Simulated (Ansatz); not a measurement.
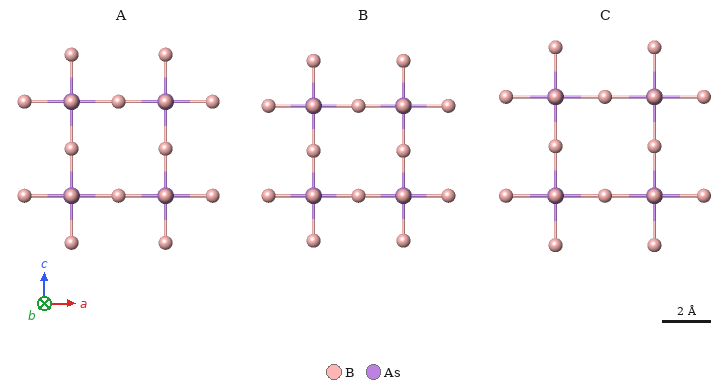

3 geometries from one relaxation of a crystal of B3As (a generated structure, set up in Pm-3m) (coarse preliminary run), in shuffled order. Style: ball-and-stick. Shown: the cell of the calculation, along the b axis.

Theory: DFT PBE, scalar-relativistic, plane waves, PAW in Ansatz 0.2.0. Set-up: plane-wave cutoff 420 eV; k-point mesh 4 × 4 × 4; occupations gaussian; smearing width 0.1 eV; no spin polarisation; cell and atoms relaxed; force threshold 0.04 eV/Å; at most 70 steps.

### Put them in the order of the run, from the start to the converged end.

B, A, C. They are steps 0, 1, 7, at +350 meV per atom, +79.2 meV per atom relative to the last. The atoms keep their places relative to the cell (all moves are under 0.005 Å). Cell: a = b = c 3.765 → 4.141 Å (+10.0 %). Volume +33.1 %. Some distances before and after: As–B 1.883 → 2.071 Å. The space group stays Pm-3m (No. 221). Over 5 accepted moves (7 points after the start) the energy falls by 350 meV per atom. All forces vanish by symmetry, so only the cell relaxes. Pressure: 34.79 GPa at the start and 0.02 GPa at the end. The SCF was repeated twice at an unchanged geometry on a basis and grid sized afresh for the cell, which shifted the energy by 8.6 meV per atom at most. Cost: 18 s on 1 thread of Intel(R) Xeon(R) Processor @ 2.50GHz (Skylake/Cascade Lake), with other jobs on the host, peak memory 0.34 GiB.

Limits of the set-up: the k-point mesh is coarse for a cell with partly filled bands.
